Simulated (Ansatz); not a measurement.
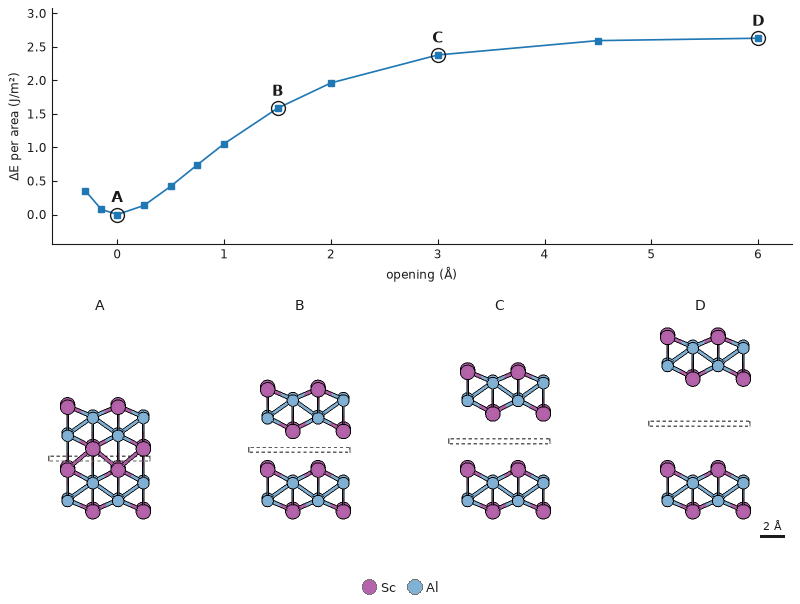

Solid ScAl (Cmcm): the crystal is pulled apart rigidly along the normal of the (0 −1 0) plane of the conventional cell, at a cut between a plane of Sc below and one of Sc above, 1.92 Å apart. One cut stands in each cell, which starts 11.0 Å high; nothing is relaxed, and the dashed outline marks the cut. The lettered frames are marked on the plot. A ball-and-stick model of the layers on both sides of the cut, seen from the side, nearly along the cut plane.

These are results of DFT PBEsol, scalar-relativistic, plane waves, PAW in Ansatz 0.2.0, not measurements. Settings: plane-wave cutoff 420 eV; k-point mesh 14 × 11 × 5; occupations gaussian; smearing width 0.15 eV; no spin polarisation. Energies (free energies at the smearing named) are counted from the relaxed crystal.

Read off the main features of the energy profile.

Answer. At the widest opening, 6.00 Å, the energy has risen by 2.630 J/m², where the curve has levelled off: this is the ideal work of separation, the sum of the two unrelaxed surface energies of a slab 11.0 Å thick. The steepest rise lies between 0.50 Å and 0.75 Å, with a mean traction of about 13 GPa. Pressing the cut together by 0.30 Å costs 0.355 J/m².

The computed points:

| opening (Å) | ΔE per area (J/m²) |
| --- | --- |
| −0.30 | 0.355 |
| −0.15 | 0.076 |
| 0.00 | 0.000 |
| 0.25 | 0.136 |
| 0.50 | 0.421 |
| 0.75 | 0.744 |
| 1.00 | 1.056 |
| 1.50 | 1.586 |
| 2.00 | 1.963 |
| 3.00 | 2.380 |
| 4.50 | 2.594 |
| 6.00 | 2.630 |
